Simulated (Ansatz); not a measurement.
## TaN: a changed input and its effect

System: TaN (4 atoms in the cell).
Method of run A: DFT PBEsol+U, scalar-relativistic, plane waves, PAW, Ueff = 6 eV on Ta atom 1 d; Ueff = 6 eV on Ta atom 2 d, spin-polarised (Ansatz 0.2.0).

The structure derives from an entry of the Crystallography Open Database. Text and figures count atoms from 1; the logs count them from 0 in places.

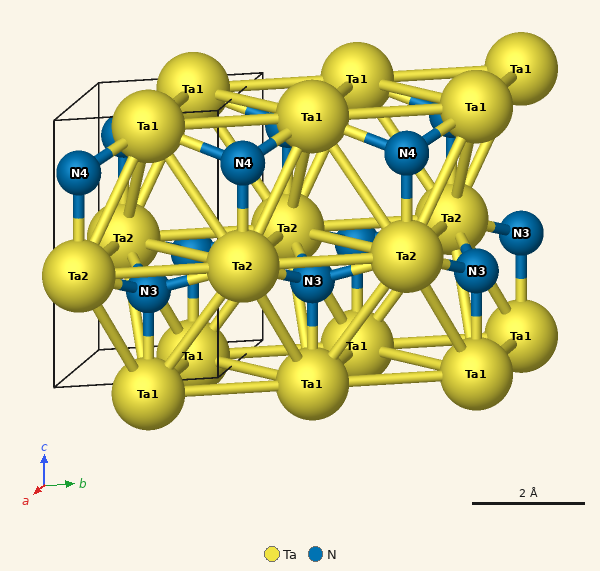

Figure 1. The structure as given in the input (ball-and-stick view of the cell of the calculation, repeated 2 × 3 × 1, seen slightly off an axis; atoms are numbered from 1 in the order of the input).

**Input file, run A**
```yaml
crystal:
  lattice:
    - [3.05000204, 0.0, 0.0]
    - [-1.52500102, 2.64137925, 0.0]
    - [0.0, 0.0, 4.94000153]
  atoms:
    - { symbol: Ta, position: [0.3333333333, 0.6666666667, 0.0], spin: 2.0 }
    - { symbol: Ta, position: [0.6666666667, 0.3333333333, 0.5], spin: -2.0 }
    - { symbol: "N", position: [0.3333333333, 0.6666666667, 0.385] }
    - { symbol: "N", position: [0.6666666667, 0.3333333333, 0.885] }
basis:
  ecutwfc: 420
  ecutrho_ratio: 4
kpoints:
  mp_grid: { grid: [7, 7, 4] }
hamiltonian:
  xc: pbesol
  hubbard:
    sites:
      - { site: 0, l: d, u_eff: 6.0, starting_ns: [{ spin: up, occupation_matrix: s0up }, { spin: down, occupation_matrix: s0down }] }
      - { site: 1, l: d, u_eff: 6.0, starting_ns: [{ spin: up, occupation_matrix: s1up }, { spin: down, occupation_matrix: s1down }] }
    occupation_matrices:
      s0up:
        matrix:
          - [0.02, 0.0, 0.0, 0.0, 0.0]
          - [0.0, 0.28994, 0.0, 0.0, -0.42846]
          - [0.0, 0.0, 0.28994, -0.42846, 0.0]
          - [0.0, 0.0, -0.42846, 0.70006, 0.0]
          - [0.0, -0.42846, 0.0, 0.0, 0.70006]
      s0down:
        matrix:
          - [0.02, 0.0, 0.0, 0.0, 0.0]
          - [0.0, 0.02, 0.0, 0.0, 0.0]
          - [0.0, 0.0, 0.02, 0.0, 0.0]
          - [0.0, 0.0, 0.0, 0.02, 0.0]
          - [0.0, 0.0, 0.0, 0.0, 0.02]
      s1up:
        matrix:
          - [0.02, 0.0, 0.0, 0.0, 0.0]
          - [0.0, 0.02, 0.0, 0.0, 0.0]
          - [0.0, 0.0, 0.02, 0.0, 0.0]
          - [0.0, 0.0, 0.0, 0.02, 0.0]
          - [0.0, 0.0, 0.0, 0.0, 0.02]
      s1down:
        matrix:
          - [0.02, 0.0, 0.0, 0.0, 0.0]
          - [0.0, 0.28994, 0.0, 0.0, 0.42846]
          - [0.0, 0.0, 0.28994, 0.42846, 0.0]
          - [0.0, 0.0, 0.42846, 0.70006, 0.0]
          - [0.0, 0.42846, 0.0, 0.0, 0.70006]
    ns_hold: { iters: 8 }
scf:
  occupations: { method: gaussian, width: 0.05 }
  lower_state_search: "off"
  max_iter: 150
output:
  forces: true
  stress: true
  eigenvalues: true
  populations: true
  hubbard: { sites: [{ site: 0, l: d }, { site: 1, l: d }] }
magnetization:
  spin_polarized: true
  spin_locking: { lock_directions: true }
```

Launched with:
```bash
ansatz run input.yaml --threads 2 --pin off --max-ram 3072MiB --backend cpu --events-out ev --progress --plain --runs-dir out
```

Hardware: 2 threads of Arm Neoverse N1, 16 GiB of memory available, shared host.

**Output, shortened to warnings, some set-up lines, iterations and results (run A)**
```
Warning: output.stress: scf.convergence.dr2_threshold = 1e-7 eV (the SCF's general default) is looser than the 4e-10 eV advised for a printed stress (1e-10 eV for each atom of the cell: 4). What an SCF threshold leaves in a stress goes as its square root, and in the free energy as the threshold itself, and one threshold admits the most on a small cell: of the crystals measured, under no hybrid …
Warning: output.stress: the lock of the moments that magnetization.spin_locking holds to the close lets an SCF meet its threshold on dr2 anywhere within the lock's freeze window, and the stress can move with the moments there: no threshold on dr2 bounds that. The window is the square root of the freeze energy over magnetization.spin_locking.lambda. Set magnetization.spin_locking.freeze_energy_tol …
WARN: the starting moments were not kept: the SCF closed with an absolute magnetisation of 9.6e-6 μB, where they sum to 4 μB in size (2 sites). That is at most 0.1 of that sum. Measured as dr2_m measures the in/out step, that magnetisation stands 9.0e-12 eV from none, at or under the dr2_threshold of 1.0e-7 eV: it is no larger than a step whose dr2_m would equal this threshold. The system may …
WARN: hamiltonian.hubbard: on 2 of 4 specified blocks the occupation matrix of this SCF's result fails the test of the specified filling. At site 0 ↑ (sites count from 0 in the list of atoms of the cell that this SCF solves) the least filled combination of the orbitals specified full has occupation 0.458, and the fullest combination of the orbitals specified empty has occupation 0.430; the …
Basis set: ecut = 420 eV, 785 PW (Γ), exchange–correlation on 48×48×72 points (8 copies of the dense FFT grid, shifted against one another)
Symmetry: 6 space group operations
k-points: 28 of 196 (time reversal used)
Initial density: superposition of atomic densities (chi_scale 0.1, normalization cell, long waves kept (reshape's long-wave potential 0.00 eV rms))
[...]
SCF iter   1: F=-20342.056606 eV  HF=-20349.272898 eV  |F-HF|=7.22e0  |Δ(HF+E_count)|=         —  Δρ=1.05e-1 (↑1.05e-1 ↓1.05e-1)  dr2=9.40e0  dr2_m=1.75e0  M=0.000 μB …
SCF iter   2: F=-20345.792303 eV  HF=-20347.702642 eV  |F-HF|=1.91e0  |Δ(HF+E_count)|=    1.57e0  Δρ=6.54e-2 (↑6.54e-2 ↓6.54e-2)  dr2=2.89e0  dr2_m=8.84e-1  M=-0.000 μB …
SCF iter   3: F=-20347.205643 eV  HF=-20347.215594 eV  |F-HF|=9.95e-3  |Δ(HF+E_count)|=   4.87e-1  Δρ=1.56e-2 (↑1.56e-2 ↓1.56e-2)  dr2=7.56e-2  dr2_m=6.25e-2  M=-0.000 μB …
SCF iter   4: F=-20347.230964 eV  HF=-20347.230880 eV  |F-HF|=8.41e-5  |Δ(HF+E_count)|=   1.53e-2  Δρ=1.96e-3 (↑1.96e-3 ↓1.86e-3)  dr2=1.46e-3  dr2_m=5.85e-4  M=0.000 μB …
SCF iter   5: F=-20347.231063 eV  HF=-20347.231716 eV  |F-HF|=6.54e-4  |Δ(HF+E_count)|=   8.36e-4  Δρ=5.88e-4 (↑2.90e-4 ↓5.88e-4)  dr2=7.65e-4  dr2_m=2.99e-5  M=-0.000 μB …
[... 25 lines ...]
SCF iter  31: F=-20354.354347 eV  HF=-20354.354347 eV  |F-HF|=5.50e-9  |Δ(HF+E_count)|=   6.86e-9  Δρ=2.00e-6 (↑2.00e-6 ↓1.75e-6)  dr2=7.93e-9  dr2_m=4.73e-10  M=0.000 μB …
SCF iter  32: F=-20354.354347 eV  HF=-20354.354347 eV  |F-HF|=2.07e-10  |Δ(HF+E_count)|=  4.15e-10  Δρ=7.26e-7 (↑7.26e-7 ↓6.54e-7)  dr2=2.33e-10  dr2_m=1.50e-10  M=0.000 μB …
SCF iter  33: F=-20354.354347 eV  HF=-20354.354347 eV  |F-HF|=1.06e-10  |Δ(HF+E_count)|=  4.44e-10  Δρ=4.02e-7 (↑3.78e-7 ↓4.02e-7)  dr2=2.08e-11  dr2_m=4.85e-11  M=0.000 μB …
SCF iter  34: F=-20354.354347 eV  HF=-20354.354347 eV  |F-HF|=7.28e-12  |Δ(HF+E_count)|=  1.78e-10  Δρ=2.05e-7 (↑2.05e-7 ↓1.56e-7)  dr2=2.66e-11  dr2_m=7.73e-12  M=0.000 μB …
SCF 1 converged in 34 iterations: F = -20354.354347 eV  dr2 = 2.66e-11
this state was not tested for a lower state beside it, because a magnetisation constraint still acts at the end of the SCF (magnetization_constraint; see scf.lower_state_search)
SCF converged after 34 iterations
Magnetization: 0.0000 μB (18.0000 up, 18.0000 down)
Absolute magnetization: 0.0000 μB (∫|ρ↑−ρ↓|, with the PAW one-centre terms)
Spin contamination: 0.0000 ħ² per cell (⟨S²⟩ above its minimum at these occupations)
Per-site moments (μB) at R_I (Å): [(7.921428068804938e-7, 0.7632448712597455), (6.914817413634944e-7, 0.7632448712597455), (-7.620208428946619e-7, 0.7632448712597455), (2.4177077591886307e-7, 0.7632448712597455)]
--- Magnetisation constraints (ε_frz = 1.0e-4 eV) ---
  site  kind           target                            achieved (μB)             |Δ|max (μB)  g (eV/μB)                  λ_eff  esc  ok   flags
  0     per_site_axis  ê (+0.000, +0.000, +1.000) ≥0.00  (+0.000, +0.000, +0.000)  0.00e0       (+0.0e0, +0.0e0, +0.0e0)   1.000  0    yes
  1     per_site_axis  ê (+0.000, +0.000, -1.000) ≥0.00  (+0.000, +0.000, +0.000)  6.91e-7      (+0.0e0, +0.0e0, +1.4e-6)  1.000  0    yes  wrong-sign
Free energy (F): -20354.354347 eV
Harris-Foulkes:  -20354.354347 eV  (|F-HF|=7.28e-12)
Internal energy: -20354.352213 eV  (E = F + TS)
E sigma→0 (E₀):  -20354.353280 eV
Entropy (-TS):   -0.002134 eV (-0.534 meV/atom)
Fermi energy:    23.065870 eV
--- Per-component energies (eV) ---
  E_band       = -48.536795
  E_kinetic    = 1043.010223
  E_local      = -1348.390500  (includes V_loc(G=0)·N_el)
  E_nonlocal   = 139.161283
  E_hartree    = 484.682703
  E_xc         = -565.483722
  E_vxc        = -575.703024  (∫ρ·V_xc dr)
  E_hubbard    = 14.142155  (on-site DFT+U / exact-exchange correction)
  E_vhub       = 4.384488  (the Hubbard potential's part of the band-sum identity)
  E_paw        = -16799.645522  (= ΣΔE_a)
  E_vpaw       = -280.365205  (= ΣTr[D̂ρ^β])
  E_aug_tail   = 0.000587  (compensation charges beyond the density's cutoff)
  E_constr_dc  = 0.000000  (∫m·b dr)
  E_ewald      = -3322.312910
  E_core_change = 0.483491  (= ΣΔE_core)
  E_smearing   = -0.002134  (= −TS)
  E_closure    = -0.000000  (closes the sum)
  E_penalty    = 0.000000  (constraint; not in F)
  Σ components = -20354.354347   (vs F -20354.354347, Δ=0.00e0)
--- Specified on-site occupations, and those of the state reported ---
  electrons in the specified blocks: 4.2000 specified, 7.9666 found
  site 1 (l=d) ↓: largest change of an orbital's occupation 0.5116; electrons 2.0000 specified, 1.9917 found; spectral distance 0.9350
  site 0 (l=d) ↑: largest change of an orbital's occupation 0.5116; electrons 2.0000 specified, 1.9917 found; spectral distance 0.9350
[...]
```

The input of run B differs as follows (lines with − go, lines with + come):
```diff
+  write_density: true
+  write_potential: true
+  elf: true
+  volumetric_format: npy
-  spin_locking: { lock_directions: true }
```

Predict how the results change.

The total moment is fixed by the input in run A, so the state need not be the lowest. The energy is the same within 0.01 meV per atom.

**Output, shortened to warnings, some set-up lines, iterations and results (run B)**
```
WARN: the starting moments were not kept: the SCF closed with an absolute magnetisation of 2.2e-5 μB, where they sum to 4 μB in size (2 sites). That is at most 0.1 of that sum. Measured as dr2_m measures the in/out step, that magnetisation stands 5.5e-11 eV from none, at or under the dr2_threshold of 1.0e-7 eV: it is no larger than a step whose dr2_m would equal this threshold. The system may …
WARN: hamiltonian.hubbard: on 2 of 4 specified blocks the occupation matrix of this SCF's result fails the test of the specified filling. At site 0 ↑ (sites count from 0 in the list of atoms of the cell that this SCF solves) the least filled combination of the orbitals specified full has occupation 0.458, and the fullest combination of the orbitals specified empty has occupation 0.430; the …
Basis set: ecut = 420 eV, 785 PW (Γ), exchange–correlation on 48×48×72 points (8 copies of the dense FFT grid, shifted against one another)
Symmetry: 6 space group operations
k-points: 28 of 196 (time reversal used)
Initial density: superposition of atomic densities (chi_scale 0.1, normalization cell, long waves kept (reshape's long-wave potential 0.00 eV rms))
[...]
SCF iter   1: F=—  HF=-20349.272898 eV  |F-HF|=—  |Δ(HF+E_count)|=         —  Δρ=1.05e-1 (↑1.05e-1 ↓1.05e-1)  dr2=9.40e0  dr2_m=1.75e0  M=0.000 μB ∫|m|=1.748 μB  β_m=0.30  …
SCF iter   2: F=—  HF=-20347.702785 eV  |F-HF|=—  |Δ(HF+E_count)|=    1.57e0  Δρ=6.54e-2 (↑6.54e-2 ↓6.54e-2)  dr2=2.89e0  dr2_m=8.84e-1  M=-0.000 μB ∫|m|=1.743 μB  β_m=0.30  …
SCF iter   3: F=—  HF=-20347.093580 eV  |F-HF|=—  |Δ(HF+E_count)|=   6.09e-1  Δρ=3.82e-2 (↑3.82e-2 ↓3.82e-2)  dr2=1.55e-1  dr2_m=4.52e-1  M=0.000 μB ∫|m|=1.707 μB  β_m=0.30  …
SCF iter   4: F=—  HF=-20347.147277 eV  |F-HF|=—  |Δ(HF+E_count)|=   5.37e-2  Δρ=2.60e-2 (↑2.60e-2 ↓2.60e-2)  dr2=8.39e-3  dr2_m=2.42e-1  M=0.000 μB ∫|m|=1.659 μB  β_m=0.30  …
SCF iter   5: F=—  HF=-20347.187121 eV  |F-HF|=—  |Δ(HF+E_count)|=   3.98e-2  Δρ=1.86e-2 (↑1.86e-2 ↓1.86e-2)  dr2=2.14e-3  dr2_m=1.25e-1  M=-0.000 μB ∫|m|=1.647 μB  β_m=0.30  …
[... 21 lines ...]
SCF iter  27: F=-20354.354347 eV  HF=-20354.354347 eV  |F-HF|=2.11e-8  |Δ(HF+E_count)|=   7.46e-8  Δρ=5.17e-6 (↑5.17e-6 ↓3.46e-6)  dr2=3.46e-8  dr2_m=3.75e-9  M=-0.000 μB …
SCF iter  28: F=-20354.354347 eV  HF=-20354.354347 eV  |F-HF|=2.10e-9  |Δ(HF+E_count)|=   4.35e-9  Δρ=3.26e-6 (↑2.10e-6 ↓3.26e-6)  dr2=7.59e-9  dr2_m=1.90e-9  M=-0.000 μB …
SCF iter  29: F=-20354.354347 eV  HF=-20354.354347 eV  |F-HF|=7.09e-10  |Δ(HF+E_count)|=   5.07e-9  Δρ=1.21e-6 (↑1.02e-6 ↓1.21e-6)  dr2=4.68e-10  dr2_m=4.04e-10  M=-0.000 μB …
SCF iter  30: F=-20354.354347 eV  HF=-20354.354347 eV  |F-HF|=4.37e-11  |Δ(HF+E_count)|=   1.76e-9  Δρ=3.44e-7 (↑2.67e-7 ↓3.44e-7)  dr2=4.98e-11  dr2_m=2.64e-11  M=-0.000 μB …
SCF 1 converged in 30 iterations: F = -20354.354347 eV  dr2 = 4.98e-11
SCF converged after 30 iterations
Magnetization: -0.0000 μB (18.0000 up, 18.0000 down)
Absolute magnetization: 0.0000 μB (∫|ρ↑−ρ↓|, with the PAW one-centre terms)
Spin contamination: 0.0000 ħ² per cell (⟨S²⟩ above its minimum at these occupations)
Per-site moments (μB) at R_I (Å): [(-2.9640916131899176e-6, 0.7632448712597455), (-4.480242840745896e-7, 0.7632448712597455), (-2.624960696358847e-7, 0.7632448712597455), (1.3959535925403681e-6, 0.7632448712597455)]
Free energy (F): -20354.354347 eV
Harris-Foulkes:  -20354.354347 eV  (|F-HF|=4.37e-11)
Internal energy: -20354.352213 eV  (E = F + TS)
E sigma→0 (E₀):  -20354.353280 eV
Entropy (-TS):   -0.002134 eV (-0.534 meV/atom)
Fermi energy:    23.065869 eV
--- Per-component energies (eV) ---
  E_band       = -48.536886
  E_kinetic    = 1043.010270
  E_local      = -1348.390592  (includes V_loc(G=0)·N_el)
  E_nonlocal   = 139.161288
  E_hartree    = 484.682762
  E_xc         = -565.483730
  E_vxc        = -575.703033  (∫ρ·V_xc dr)
  E_hubbard    = 14.142156  (on-site DFT+U / exact-exchange correction)
  E_vhub       = 4.384492  (the Hubbard potential's part of the band-sum identity)
  E_paw        = -16799.645534  (= ΣΔE_a)
  E_vpaw       = -280.365219  (= ΣTr[D̂ρ^β])
  E_aug_tail   = 0.000587  (compensation charges beyond the density's cutoff)
  E_ewald      = -3322.312910
  E_core_change = 0.483491  (= ΣΔE_core)
  E_smearing   = -0.002134  (= −TS)
  E_closure    = 0.000000  (closes the sum)
  Σ components = -20354.354347   (vs F -20354.354347, Δ=0.00e0)
--- Specified on-site occupations, and those of the state reported ---
  electrons in the specified blocks: 4.2000 specified, 7.9666 found
  site 0 (l=d) ↑: largest change of an orbital's occupation 0.5116; electrons 2.0000 specified, 1.9916 found; spectral distance 0.9350
  site 1 (l=d) ↓: largest change of an orbital's occupation 0.5116; electrons 2.0000 specified, 1.9917 found; spectral distance 0.9350
  site 0 (l=d) ↓: largest change of an orbital's occupation 0.4385; electrons 0.1000 specified, 1.9917 found; spectral distance 0.8576
  site 1 (l=d) ↑: largest change of an orbital's occupation 0.4385; electrons 0.1000 specified, 1.9917 found; spectral distance 0.8576
--- Forces (eV/Å), atoms counted from 1 ---
  atom   1  Ta    -0.00000000     0.00000000     2.27030274
  atom   2  Ta     0.00000000     0.00000000     2.27031930
  atom   3  N      0.00000000     0.00000000    -2.27030720
  atom   4  N     -0.00000000     0.00000000    -2.27031218
  max |Σ_I F_I| component: 2.66e-6 eV/Å
--- Stress (GPa, compression-positive) ---
      138.437047       0.000000       0.000000
        0.000000     138.437047       0.000000
        0.000000       0.000000     120.779978
[...]
```

**The two runs side by side**

```csv
quantity,run A,run B
outcome,converged,converged
free energy per atom (eV),−5088.5886,−5088.5886
"energy per atom, smearing taken to zero (eV)",−5088.5883,−5088.5883
gap on the mesh (eV),0.00,0.00
net moment of the cell (μB),0.00,0.00
absolute moment of the cell (μB),0.00,0.00
pressure (GPa),132.55,132.55
largest force (eV/Å),2.270,2.270
irreducible k-points,28,28
plane waves at Γ,785,785
SCF iterations,–,30
wall time (shared host),27 s,24 s
```

For both runs: Spin–orbit coupling is left out, which matters for Ta. The cell is under a pressure of 133 GPa at this level, so it is not at its equilibrium volume. For run A: Warnings: some starting moments were not kept; the typed occupations were not kept; the state was not tested for a lower one; the SCF threshold is looser than advised for the printed stress. For run B: Warnings: some starting moments were not kept; the typed occupations were not kept.
